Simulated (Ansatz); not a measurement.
# Calculations on TiSi2

## 1. Relaxation

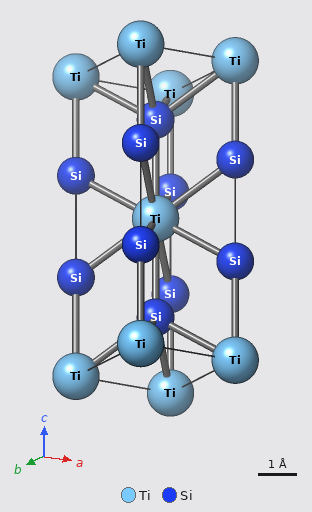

Starting structure of crystalline TiSi$_{2}$ (set up in Immm). Style: ball-and-stick. Shown: the conventional cell (2 times the calculation's cell), from a free direction. Lengths and directions refer to the drawn axes.

The calculation used Ansatz, DFT PBE, scalar-relativistic, plane waves, PAW.

Input
```yaml
crystal:
  lattice:
    - [-1.472872, 1.71213, 4.212083]
    - [1.472872, -1.71213, 4.212083]
    - [1.472872, 1.71213, -4.212083]
  atoms:
    - { symbol: Ti, position: [0.0, 0.0, 0.0] }
    - { symbol: Si, position: [0.329922, 0.329922, 0.0] }
    - { symbol: Si, position: [0.670078, 0.670078, 0.0] }
basis:
  ecutwfc: 420
kpoints:
  mp_grid: { grid: [18, 18, 18] }
hamiltonian:
  xc: pbe
scf:
  occupations: { method: gaussian, width: 0.1 }
output:
  forces: true
  stress: true
  eigenvalues: true
  write_density: true
  write_potential: true
  elf: true
  volumetric_format: npy
relax:
  adjacent_minimum: "off"
  f_tol: 0.005
  max_steps: 80
  cell: { stress_tol: 0.05 }
```

Command:
```bash
ansatz run input.yaml --threads 1 --pin off --max-ram 2560MiB --backend cpu --events-out ev --progress --plain --runs-dir out
```

What does the optimiser find from here?

No atom moves by more than 0.005 Å relative to the cell. Cell: a 2.946 → 2.971 Å (+0.9 %), b 3.424 → 3.410 Å (−0.4 %), c 8.424 → 8.409 Å (−0.2 %). Volume +0.3 %. Near-neighbour distances that change, for instance: Ti1–Ti1 2.946 → 2.971 Å, Ti1–Si2 2.779 → 2.772 Å. The space group stays Immm (No. 71). Over 3 accepted moves (4 points after the start) the energy falls by 1.4 meV per cell of the calculation. Largest force component: 0.0049 eV/Å at the start, 0.0017 eV/Å at the end. Pressure: 0.25 GPa at the start and 0.00 GPa at the end. At 1 point the geometry stayed and the basis and grid were re-selected for the new cell (energy shift of less than 0.05 meV per cell of the calculation at most each time).

Step by step:

```
step  E − E(0), meV/atom  largest force component, eV/Å  pressure, GPa  volume, Å³/atom                      note
   0                0.00                         0.0049           0.25           14.162                          
   1               -0.43                         0.0241           0.02           14.199                          
   2               -0.44                         0.0061          -0.06           14.207                          
   3               -0.45                         0.0017           0.00           14.201                          
   4               -0.46                         0.0017           0.00           14.201  same geometry, new basis
```

After the run, drawn alike:

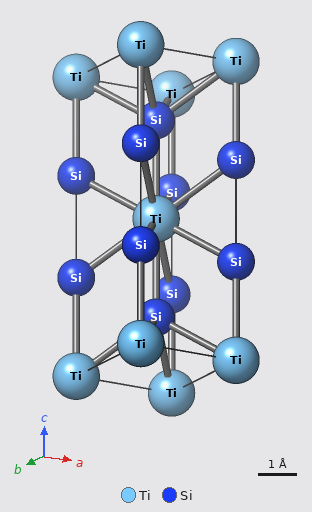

## 2. Scan

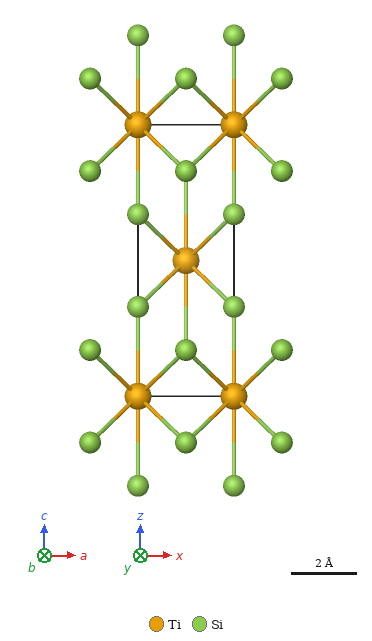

A crystal of TiSi2 (Immm): the ratio of the cell's length along z to its lengths across, counted as 1 for the reference, is changed at fixed volume (a c/a path), with the atoms kept at their fractional coordinates. x, y and z are the Cartesian axes of the input. The picture shows the reference cell. Style: ball-and-stick. Shown: the conventional cell (2 times the calculation's cell), repeated 1 × 1 × 1 with one cell outlined, along the b axis. Lengths and directions refer to the drawn axes.

These are results of DFT PBE, scalar-relativistic, plane waves, PAW (Ansatz 0.2.0), not measurements. (plane-wave cutoff 420 eV; k-point mesh 24 × 24 × 24; occupations gaussian; smearing width 0.15 eV; no spin polarisation). Energies (free energies at the smearing named) are counted from the relaxed crystal.

```
Ti Si
1.0
    -1.48569    1.70491    4.20475
     1.48569   -1.70491    4.20475
     1.48569    1.70491   -4.20475
Ti Si
1 2
Direct
  0.00000 0.00000 0.00000
  0.32964 0.32964 0.00000
  0.67036 0.67036 0.00000
```

Question: What energies does the calculation give (the relative ratio: 0.80, 0.85, 0.92, 0.96, 1.00, 1.05, 1.10, 1.20, 1.30)?

Answer:
```csv
axial ratio over its reference value,ΔE (meV/atom)
0.80,279.0
0.85,158.6
0.92,41.1
0.96,9.7
1.00,0.0
1.05,12.0
1.10,44.2
1.20,144.3
1.30,258.1
```

Of the computed points the lowest is at the relative ratio 1.00, 0.0 meV/atom. At the ends of the scan the energy is 279.0 meV/atom (0.80) and 258.1 meV/atom (1.30). The distortion keeps the space group Immm. At the relative ratio 1.30 the cell of the drawing goes a 2.971 → 2.723 Å, b 3.410 → 3.124 Å, c 8.409 → 10.017 Å.

## 3. Scan

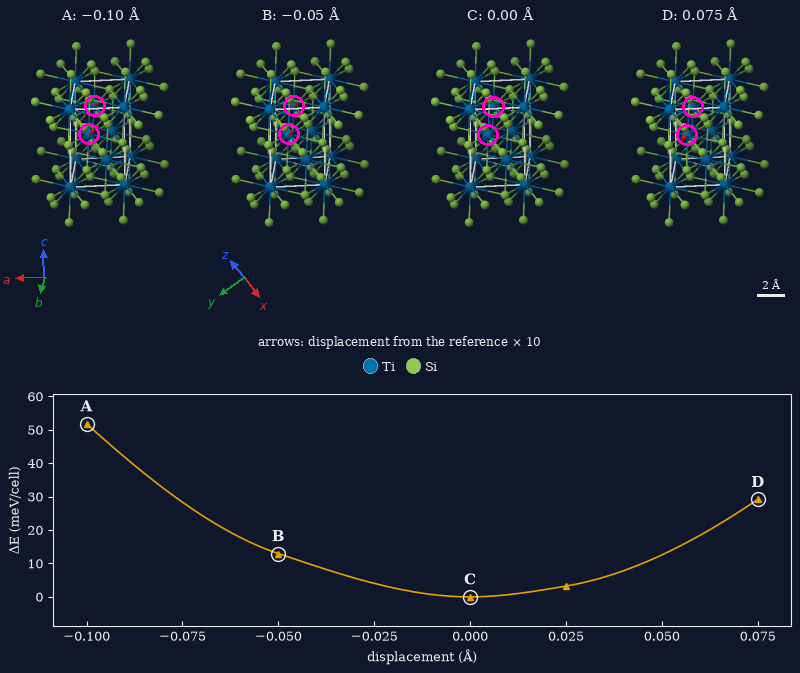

A scan of solid TiSi$_{2}$ (Immm): a Ti atom (one in each cell of 9 atoms) is moved along Cartesian [0 1 0], all else fixed. The lettered frames are marked on the plot. A ball-and-stick model of the cell of the calculation, seen from a free direction. The ringed atoms are those of the scanned coordinate. Red arrows: displacements from the reference.

Computed with DFT PBE, scalar-relativistic, plane waves, PAW in Ansatz 0.2.0. Set-up: plane-wave cutoff 420 eV; k-point mesh 12 × 12 × 8; occupations gaussian; smearing width 0.15 eV; no spin polarisation. Energies (free energies at the smearing named) are counted from the relaxed crystal.

Q: Read off the main features of the energy profile.

A: Of the computed points the lowest is at the displacement 0.00 Å, 0.0 meV/cell. At the ends of the scan the energy is 51.8 meV/cell (−0.10 Å) and 29.2 meV/cell (0.075 Å). The curvature at zero is about 10 eV/Å². The distortion takes the space group from Immm to Cm.
